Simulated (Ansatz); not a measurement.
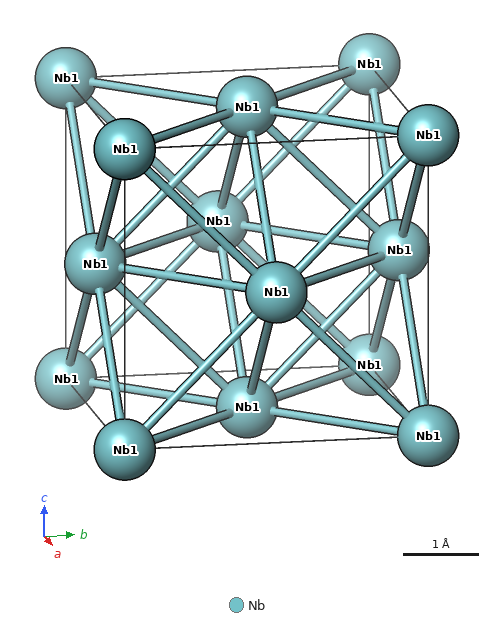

Figure 1. The structure (ball-and-stick view of the cell 4 times as large as that of the calculation, set on its symmetry axes, seen slightly off an axis; atoms are numbered from 1 in the order of the input). An atom can appear more than once, as a periodic image.

**Nb: band-structure calculation**

- system: Nb (Fm-3m, 1 atom in the cell)
- method: DFT PBEsol, scalar-relativistic, plane waves, PAW, no spin polarisation (Ansatz 0.2.0)

The structure derives from an entry of the Crystallography Open Database. Figures and captions count atoms from 1; the log counts them from 0 in places.

Input:
```yaml
crystal:
  lattice:
    - [0.0, 2.0852054918, 2.0852054918]
    - [2.0852054918, 0.0, 2.0852054918]
    - [2.0852054918, 2.0852054918, 0.0]
  atoms:
    - { symbol: Nb, position: [0.0, 0.0, 0.0] }
basis:
  ecutwfc: 420
kpoints:
  mp_grid: { grid: [18, 18, 18] }
  band_path:
    path:
      - [[0.0, 0.0, 0.0], [0.5, 0.0, 0.5], [0.625, 0.25, 0.625]]
      - [[0.375, 0.375, 0.75], [0.0, 0.0, 0.0], [0.5, 0.5, 0.5], [0.5, 0.25, 0.75], [0.5, 0.0, 0.5]]
    npoints: 14
hamiltonian:
  xc: pbesol
scf:
  occupations: { method: gaussian, width: 0.1 }
  n_extra_bands: 6
output:
  forces: true
  stress: true
  eigenvalues: true
  populations: true
  dos: { projected: true, de: 0.02, nscf_kmesh: { grid: [27, 27, 27] } }
  bader: true
  write_density: true
  write_potential: true
  elf: true
  volumetric_format: npy
```

Run on 1 thread of Arm Neoverse V2, 24 GiB of memory available, shared host.

Launch command:
```bash
ansatz run input.yaml --threads 1 --pin off --max-ram 2560MiB --backend cpu --events-out ev --progress --plain --runs-dir out
```

Output:
```
scf.n_extra_bands = 6 over 7 filled bands (N_el = 13.0): the run solves 13 bands
Engine: ansatz 0.2.0, aarch64-unknown-linux-gnu
Pseudopotentials: kind: paw
Pseudopotential: Nb, paw, valence charge 13, recommended cutoff 420 eV (normal), Nb.paw.azcp
Functional definition: PBEsol
  exchange = pbesol_x
  correlation = pbesol_c
Crystal: 1 atoms, lattice volume = 18.133 Å³
Basis set: ecut = 420 eV, 339 PW (Γ), exchange–correlation on 40×40×40 points (8 copies of the dense FFT grid, shifted against one another)
Bands: 13, of which v1, the nominal top of the filled ones, is band 7 counted from 1 (6 counted from 0)
Symmetry: 48 space group operations
Space group: Fm-3m (ITA 225), of the structure as read, at distance tolerance 2.6e-5 Å
k-points: 195 of 5832
Non-local potential: Nb, projectors of the file, l = 0: 3, l = 1: 2, l = 2: 2, l = 3: 1
PAW form: soft (Blöchl's): semilocal exchange-correlation on the pseudo side does not see the compensation charge
PAW frozen core: Nb, regenerated for the run's functional, and the local potential with it (the file was generated under x = pbe(κ = 0.804, μ = 0.2195149727645171), c = pbe(β = 0.06672455060314922))
PAW one-centre angular grid: Nb, 590 points (default); XC on 64 Gauss nodes
Initial density: superposition of atomic densities (neutral atoms: chi_scale 0, normalization atom), corrected by the library's trained network
Initial wavefunctions: pseudopotential atomic-orbital guess
Functional: x = pbesol(κ = 0.804, μ = 0.12345679012345678), c = pbesol(β = 0.046)
SCF iter   1: F=—  HF=-4495.109856 eV  |F-HF|=—  |Δ(HF+E_count)|=         —  Δρ=4.46e-3  dr2=1.71e-3  ethr=1.77e-3  ⟨swp⟩=5.1  Hψ=14462  notcnv=0
preconditioner: auto → none  [metal: Δε(μ)=0.013 eV  Ē_g=10.438 eV  σ=0.100 eV  W_gap=0.07  n_scr=0 (ndim 8)  ℏωp=19.5 eV  f_vac=0.000  D(μ)=1.30/eV (n_scr^D=14)]
SCF iter   2: F=—  HF=-4495.109449 eV  |F-HF|=—  |Δ(HF+E_count)|=   4.07e-4  Δρ=2.06e-3  dr2=2.05e-4  ethr=1.32e-5  ⟨swp⟩=2.2  Hψ=4860  notcnv=0  defer=4
SCF iter   3: F=—  HF=-4495.109452 eV  |F-HF|=—  |Δ(HF+E_count)|=   2.91e-6  Δρ=5.64e-4  dr2=1.53e-5  ethr=1.58e-6  ⟨swp⟩=1.0  Hψ=2189  notcnv=0  defer=4
SCF iter   4: F=—  HF=-4495.109453 eV  |F-HF|=—  |Δ(HF+E_count)|=   1.51e-6  Δρ=4.52e-5  dr2=1.34e-7  ethr=1.18e-7  ⟨swp⟩=1.6  Hψ=2891  notcnv=0  defer=4
iter 5 did not close the SCF: its close was put off for the readings that it lacked (scf_convergence_deferred on its scf_iter line)
SCF iter   5: F=-4495.109453 eV  HF=-4495.109453 eV  |F-HF|=2.90e-10  |Δ(HF+E_count)|=   3.89e-8  Δρ=3.59e-6  dr2=7.88e-10  ethr=1.03e-9  ⟨swp⟩=2.1  Hψ=3293  notcnv=0  defer=4
SCF iter   6: F=-4495.109453 eV  HF=-4495.109453 eV  |F-HF|=1.82e-12  |Δ(HF+E_count)|=  1.97e-10  Δρ=3.86e-7  dr2=5.28e-12  ethr=6.06e-12  ⟨swp⟩=7.3  Hψ=12974  notcnv=0
SCF 1 converged in 6 iterations: F = -4495.109453 eV  dr2 = 5.28e-12
  greatest PAW one-centre occupation: 0.998 electrons in one spin orbital (limit 2), on the Nb atom at site 0 (counted from 0), in its partial waves of l = 0
NSCF: frozen V_eff on 86 k-points
NSCF: frozen V_eff on 560 k-points
SCF converged after 6 iterations
Free energy (F): -4495.109453 eV
Harris-Foulkes:  -4495.109453 eV  (|F-HF|=1.82e-12)
Internal energy: -4495.102892 eV  (E = F + TS)
E sigma→0 (E₀):  -4495.106172 eV
Entropy (-TS):   -0.006562 eV (-6.562 meV/atom)
Fermi energy:    17.876643 eV
--- Per-component energies (eV) ---
  E_band       = -70.178165
  E_kinetic    = 395.065888
  E_local      = -698.560635  (includes V_loc(G=0)·N_el)
  E_nonlocal   = 121.505250
  E_hartree    = 216.577578
  E_xc         = -174.435192
  E_vxc        = -212.431879  (∫ρ·V_xc dr)
  E_paw        = -3017.753118  (= ΣΔE_a)
  E_vpaw       = -108.911975  (= ΣTr[D̂ρ^β])
  E_aug_tail   = 0.000008  (compensation charges beyond the density's cutoff)
  E_ewald      = -1337.691380
  E_core_change = 0.188709  (= ΣΔE_core)
  E_smearing   = -0.006562  (= −TS)
  E_closure    = 0.000000  (closes the sum)
  Σ components = -4495.109453   (vs F -4495.109453, Δ=0.00e0)
--- Forces (eV/Å), atoms counted from 1 ---
  atom   1  Nb    -0.00000000     0.00000000     0.00000000
  max |Σ_I F_I| component: 3.29e-32 eV/Å
--- Stress (GPa, compression-positive) ---
       -0.000311       0.000000       0.000000
        0.000000      -0.000311      -0.000000
        0.000000       0.000000      -0.000311
  P = ⅓ Tr σ = -0.0003 GPa (-0.003 kbar)
--- Band table (eV; the first three rows and the last of 195) ---
  k-point 0: bands = ["-36.7579", "-12.1133", "-12.1133", "-12.1133", "11.5742", "17.9473", "17.9473", "17.9473", "20.6686", "20.6686", "29.6685", "34.5044", "34.5044"]
  k-point 1: bands = ["-36.7512", "-12.1567", "-12.1186", "-12.1186", "11.6946", "17.8516", "18.0035", "18.0035", "20.6163", "20.6163", "29.9128", "34.0094", "34.7266"]
  k-point 2: bands = ["-36.7320", "-12.2805", "-12.1339", "-12.1339", "12.0395", "17.6073", "18.1502", "18.1502", "20.4977", "20.4977", "30.5701", "33.0231", "35.3706"]
  k-point 194: bands = ["-36.4574", "-13.0533", "-12.9192", "-12.6119", "15.0213", "16.2528", "17.2302", "19.8984", "23.3671", "27.8462", "28.6344", "29.1783", "31.8528"]
--- Löwdin populations: 1 site ---
  site symbol       q [e]
     0     Nb     12.9484
  spilling = 0.003966 (of n_electrons = 13.000000)
--- Bader charges: 1 site ---
  site symbol  charge [e]  shift [e]
     0     Nb      0.0000     0.0000
  estimated error of the sums over rays = 7.7e-7 e
```

File bader_charges.tsv:
```
# site	symbol	x_ang	y_ang	z_ang	partial_charge_e	electrons	volume_ang3	relative_density_drop	shared_charge_e	partial_wave_shift_e
# quadrature_error_electrons = 7.7e-7
0	Nb	0.0000	0.0000	0.0000	0.00000	41.00000	18.13	-	0.00000	0.00000
```

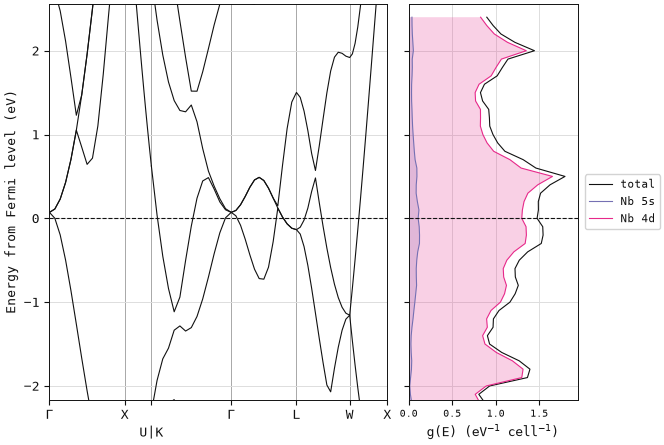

Figure 2. Band structure along Γ–X–U|K–Γ–L–W–X and density of states (projected on Löwdin-orthogonalised atomic shells), with energies from the Fermi level. Bands cross the Fermi level: a metal at this level of theory.

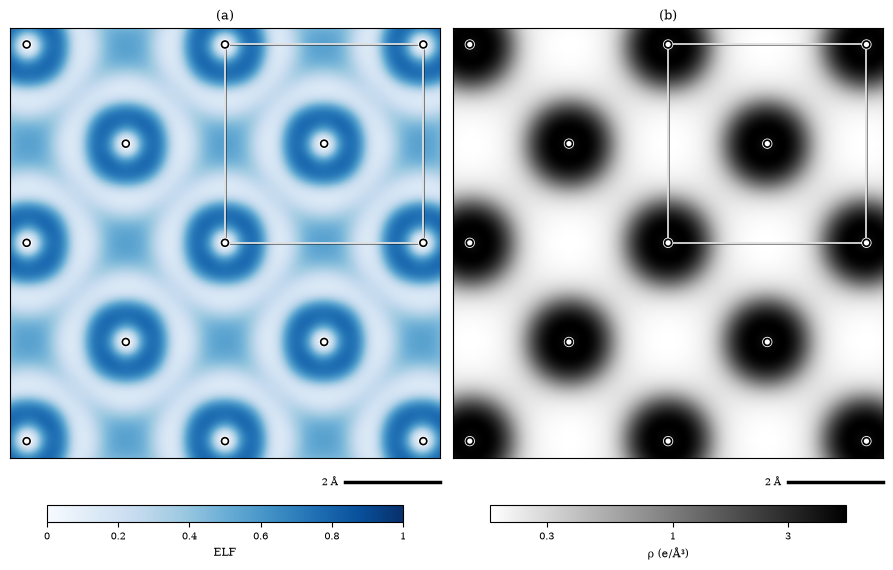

Figure 3. (a) electron localisation function; (b) valence charge density (pseudo) on the (010) plane of the conventional cell. Circles mark the nuclei in the plane (Nb). Atoms in the plane: Nb. Nb–Nb (2.95 Å): ρ at the midpoint is about 0.26 e/Å³; the ELF is about 0.25 at the midpoint (no shared electron pair). Away from the nuclei the density in this plane falls to 0.17 e/Å³ at its lowest. The strong features right at Nb lie inside the PAW spheres (semicore, d or f shells) and say nothing about bonding. The fields are those of the smooth PAW valence density.

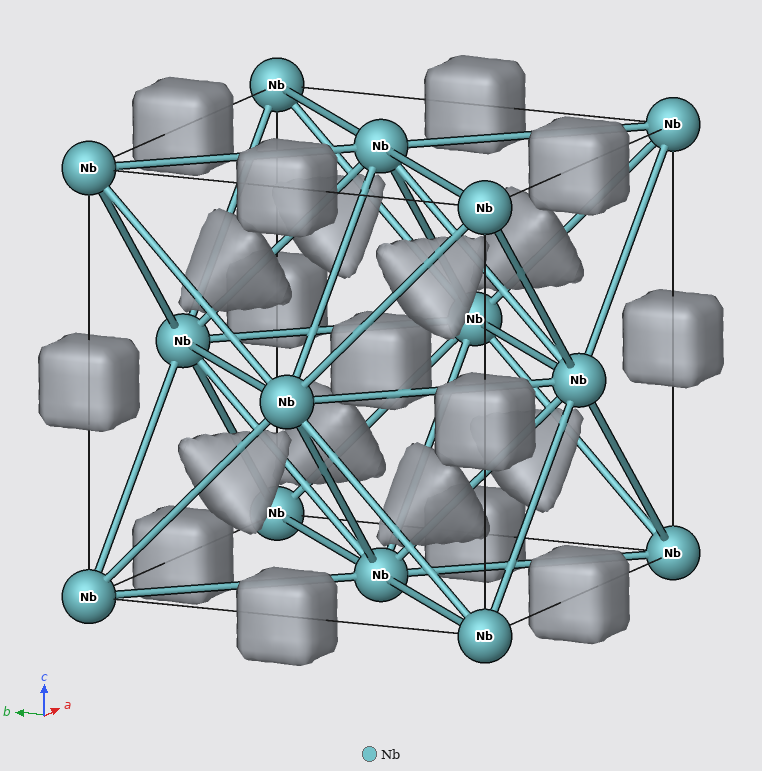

Figure 4. Isosurface of the ELF at 0.45 (grey), seen at an oblique angle. Core shells and regions of very low density are left out. Sticks mark near contacts. The outline is the cell set on symmetry axes. Values along the shortest contacts: Nb–Nb (2.95 Å): the ELF is about 0.25 at the midpoint; no shared electron pair.

Results in brief:

| quantity | value |
| --- | --- |
| outcome | converged |
| space group (tolerance 0.01 Å) | Fm-3m (225) |
| electrons treated | 13 |
| free energy | −4495.1095 eV |
| Fermi energy | 17.877 eV |
| gap on the k-point mesh | none (metallic) |
| pressure | 0.00 GPa |
| largest force (length of the vector) | under 0.001 eV/Å |
| wall time | 8.9 s |
| peak memory | 0.32 GiB |
